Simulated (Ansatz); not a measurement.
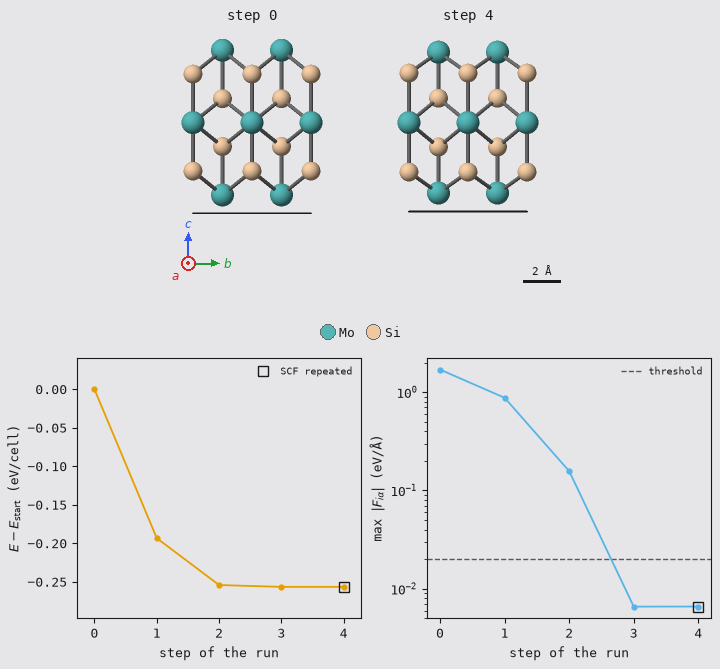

First and last geometry of a relaxation of a slab of composition Si4Mo3 (cut from the I4/mmm phase), with the history of the run. The picture is a ball-and-stick view of the 2 × 2 repeat of the cell, outlined in the plane, without the vacuum, seen along the a axis.

Case: (0 0 1) slab, atoms relaxed. The slab is the (0 0 1) face of Si2Mo.

All numbers below come from Ansatz 0.2.0, DFT PBEsol, scalar-relativistic, plane waves, PAW. Set-up: plane-wave cutoff 420 eV; k-point mesh 11 × 11 × 1; occupations gaussian; smearing width 0.1 eV; no spin polarisation; dipole correction; atoms relaxed in a fixed cell; force threshold 0.02 eV/Å; at most 60 steps.

Q: Read the history and describe the run.

A: It converged. The largest moves relative to the layer's centre, 0.10 Å, are those of Mo atoms. By element the largest moves are Mo 0.10 Å, Si 0.05 Å. The cell doesn't change. Among the contacts that change: Mo–Si 2.621 → 2.492 Å, Mo–Si 2.599 → 2.525 Å, Mo–Si 2.621 → 2.675 Å, Mo–Si 2.599 → 2.612 Å. Among the angles between lasting bonds that change: Si–Mo–Si 120.5° → 126.6°, Mo–Si–Mo 120.5° → 126.6°, Mo–Si–Mo 119.8° → 116.7°. After 3 accepted moves (4 points after the start) the energy has fallen by 0.256 eV per cell of the calculation. The largest force component goes from 1.7 to 0.0066 eV/Å. 1 step only repeated the SCF at the same geometry. The run took 2.1 min on 1 thread of Arm Neoverse V1, on a shared host, peak memory 0.47 GiB.
